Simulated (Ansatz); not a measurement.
Run report: TiO, single-point calculation (part 1 of 2)

The run: single-point calculation of TiO (Pm-3m, 6 atoms in the cell). Method and program: DFT r2SCAN, scalar-relativistic, plane waves, PAW, spin-polarised (Ansatz 0.2.0).

The structure derives from a Materials Project entry. It belongs to a series of runs on one base structure; here: volume fm: 0.8 V/V0. Figures and captions count atoms from 1; the log counts them from 0 in places.

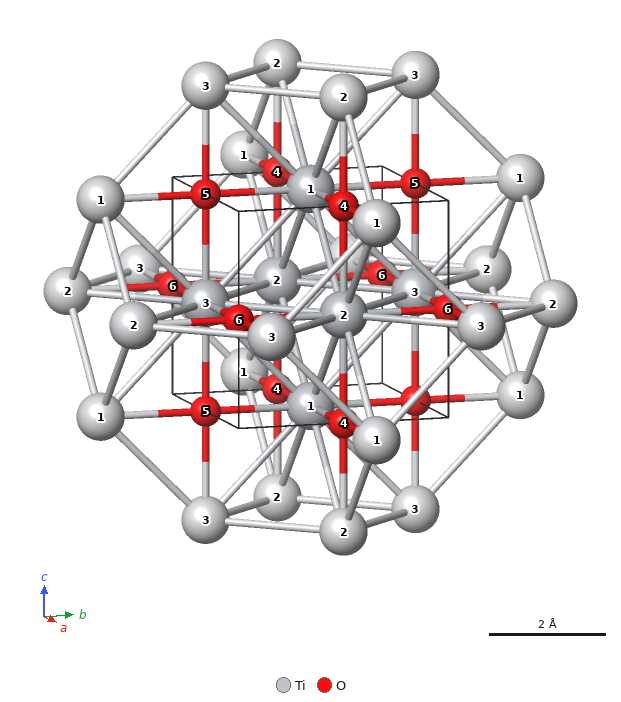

Figure 1. The structure as given in the input (ball-and-stick view of the cell of the calculation, seen slightly off an axis; neighbours outside the cell are drawn fainter; atoms are numbered from 1 in the order of the input). An atom can appear more than once, as a periodic image. Near neighbours in the periodic cell (some may lie outside the picture): Ti has 4 O at 1.90 Å and 8 Ti at 2.68 Å; O has 4 Ti at 1.90 Å.

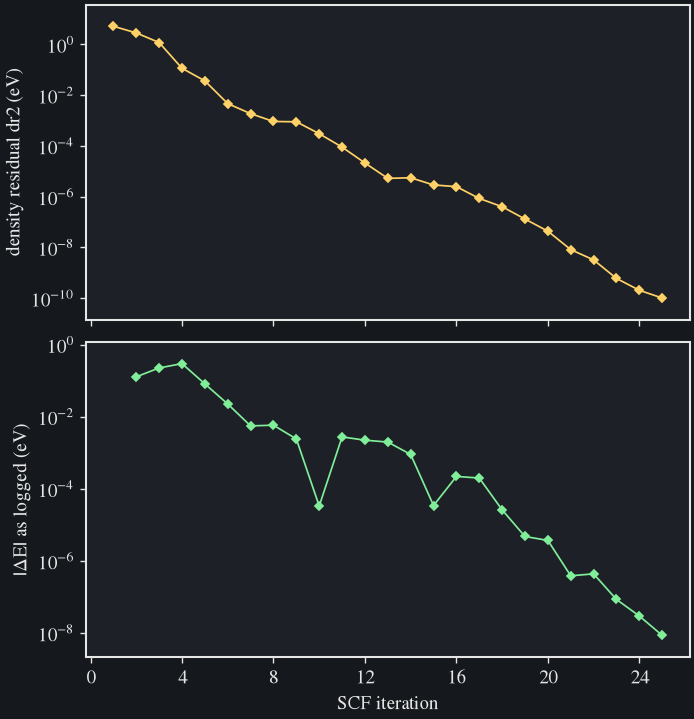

Figure 2. Convergence of the self-consistent field: density residual dr2 and size of the energy change against the SCF iteration. The residual falls almost steadily, with no more than small rises.

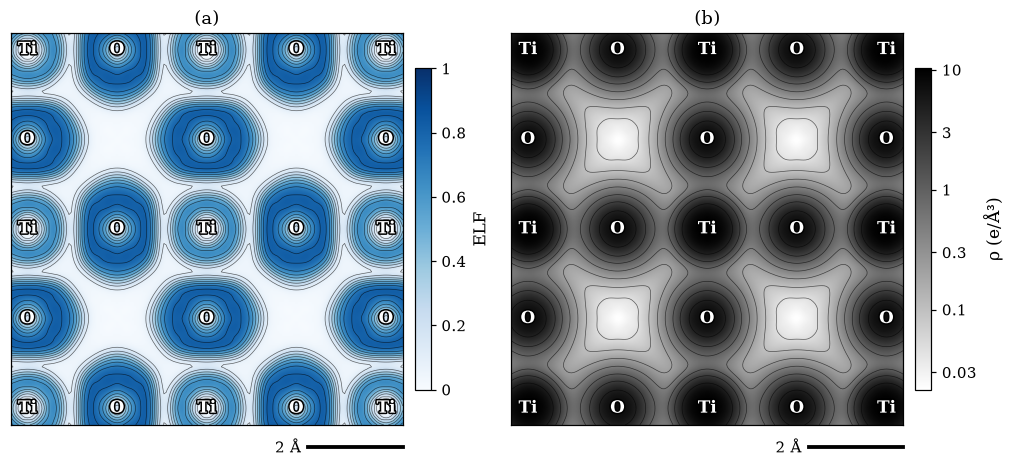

Figure 3. (a) ELF; (b) valence charge density (pseudo) on the (100) plane of the conventional cell. Ti–O (1.90 Å): the density is about 0.75 e/Å³ at the midpoint; the ELF is about 0.15 at the midpoint; no shared pair; the contact is polar. Away from the nuclei the density in this plane falls to 0.02 e/Å³ at its lowest. The strong features right at Ti lie inside the PAW spheres (semicore, d or f shells) and say nothing about bonding. Core electrons are frozen (PAW), so the fields are smoothed inside the atomic spheres.

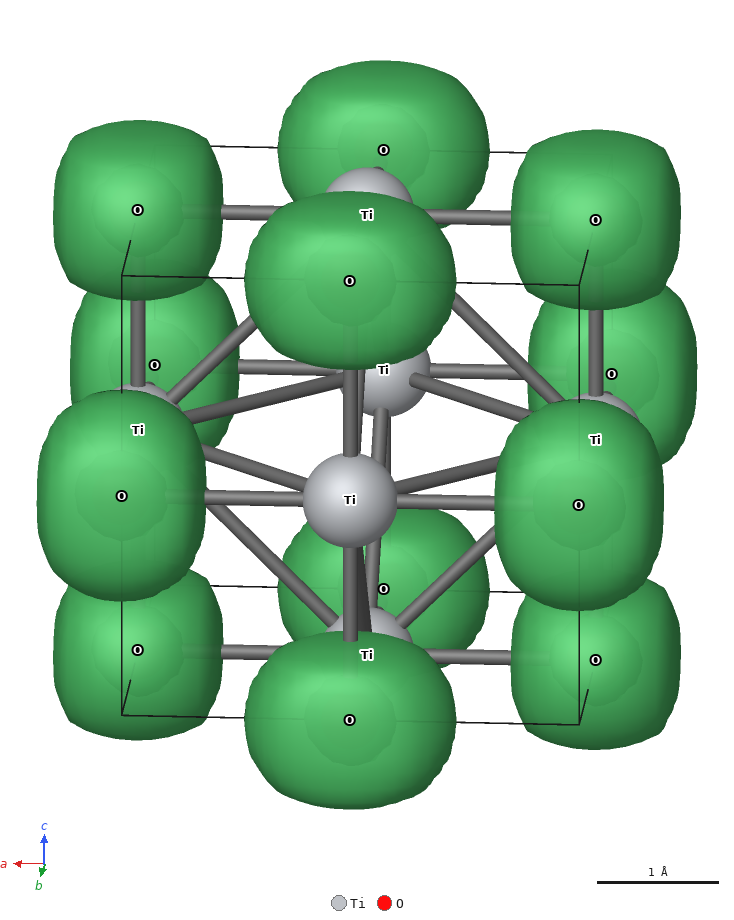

Figure 4. Isosurface of the electron localisation function at 0.7 (green), seen at an oblique angle. Core shells and regions of very low density are left out. Sticks mark near contacts. The outline is the cell set on symmetry axes. Values along the shortest contacts: Ti–O (1.90 Å): the ELF is about 0.15 at the midpoint (a polar contact without a shared pair, in a metal). Ti–Ti (2.68 Å): the ELF is about 0.20 at the midpoint (no shared electron pair).

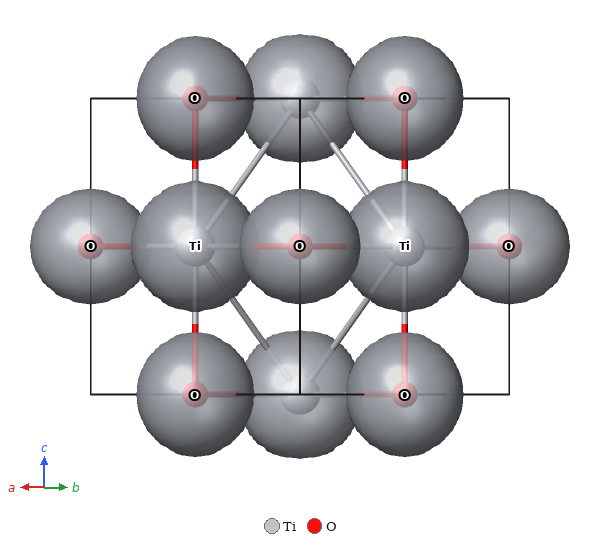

Figure 5. Isosurface of the valence pseudo-density at 1 e/Å³ (grey), seen along [110]. Sticks mark near contacts. The outline is the cell set on symmetry axes. At this value the density breaks into separate islands; it holds about 75 % of the electrons treated as valence (semicore included). It is pinched off along the Ti–O (1.90 Å) and Ti–Ti (2.68 Å) contacts. On the grid the lowest density along these lines, outside the cores, is 0.75 e/Å³ (Ti–O, 1.90 Å) and 0.27 e/Å³ (Ti–Ti, 2.68 Å).

These pictures come from the run below.

### Input file
```yaml
crystal:
  lattice:
    - [3.7937265111, 0.0, 0.0]
    - [0.0, 3.7937265111, 0.0]
    - [0.0, 0.0, 3.7937265111]
  atoms:
    - { symbol: Ti, position: [0.5, 0.5, 0.0], spin: 1.0 }
    - { symbol: Ti, position: [0.0, 0.5, 0.5] }
    - { symbol: Ti, position: [0.5, 0.0, 0.5] }
    - { symbol: O, position: [0.0, 0.5, 0.0] }
    - { symbol: O, position: [0.5, 0.0, 0.0] }
    - { symbol: O, position: [0.0, 0.0, 0.5] }
basis:
  ecutwfc: 500
kpoints:
  mp_grid: { grid: [10, 10, 10] }
hamiltonian:
  xc: r2scan
scf:
  occupations: { method: gaussian, width: 0.1 }
  lower_state_search: "off"
output:
  forces: true
  stress: true
  eigenvalues: true
  populations: true
  write_density: true
  write_potential: true
  elf: true
  volumetric_format: npy
magnetization:
  spin_polarized: true
```

Launched with:
```bash
ansatz run input.yaml --threads 1 --pin off --max-ram 2560MiB --backend cpu --events-out ev --progress --plain --runs-dir out
```

### Log
```
Engine: ansatz 0.2.0, x86_64-unknown-linux-gnu
Pseudopotentials: kind: paw
Pseudopotential: Ti, paw, valence charge 12, recommended cutoff 500 eV (meta_gga), Ti.paw.azcp
Pseudopotential: O, paw, valence charge 6, recommended cutoff 500 eV (meta_gga), O.paw.azcp
Functional definition: r2SCAN
  parameter k0 = 0.174
  parameter k1 = 0.065
  parameter a1 = 4.9479
  exchange = r2scan_x(k0 = k0, k1 = k1, a1 = a1)
  correlation = r2scan_c
Crystal: 6 atoms, lattice volume = 54.601 Å³
Basis set: ecut = 500 eV, 1357 PW (Γ), exchange–correlation on 120×120×120 points (64 copies of the dense FFT grid, shifted against one another)
Bands: 34, of which v1, the nominal top of the filled ones, is band 27 counted from 1 (26 counted from 0)
Symmetry: 16 space group operations
Space group: P4/mmm (ITA 123), of the structure as read, at distance tolerance 3.8e-5 Å
Magnetic group: BNS 123.339 (UNI 999), of the structure as read, at distance tolerance 3.8e-5 Å
k-points: 126 of 1000
Non-local potential: Ti, projectors of the file, l = 0: 3, l = 1: 2, l = 2: 3, l = 3: 1
Non-local potential: O, projectors of the file, l = 0: 2, l = 1: 2, l = 2: 1
PAW form: soft (Blöchl's): semilocal exchange-correlation on the pseudo side does not see the compensation charge
PAW frozen core: Ti, regenerated for the run's functional (the file was generated under x = pbe(κ = 0.804, μ = 0.2195149727645171), c = pbe(β = 0.06672455060314922))
PAW frozen core: O, regenerated for the run's functional (the file was generated under x = pbe(κ = 0.804, μ = 0.2195149727645171), c = pbe(β = 0.06672455060314922))
PAW one-centre angular grid: Ti, 590 points (default); XC on 160 Gauss nodes
PAW one-centre angular grid: O, 302 points (default); XC on 160 Gauss nodes
Initial density: superposition of atomic densities (chi_scale 0.1, normalization cell, long waves kept (reshape's long-wave potential 0.01 eV rms))
Starting moments: Σ|m| = 1 μB on 1 of 6 sites
Initial wavefunctions: pseudopotential atomic-orbital guess
Functional: x = r2scan, c = r2scan; τ floored in thin density (d = 2e-4 eV/Å³)
```
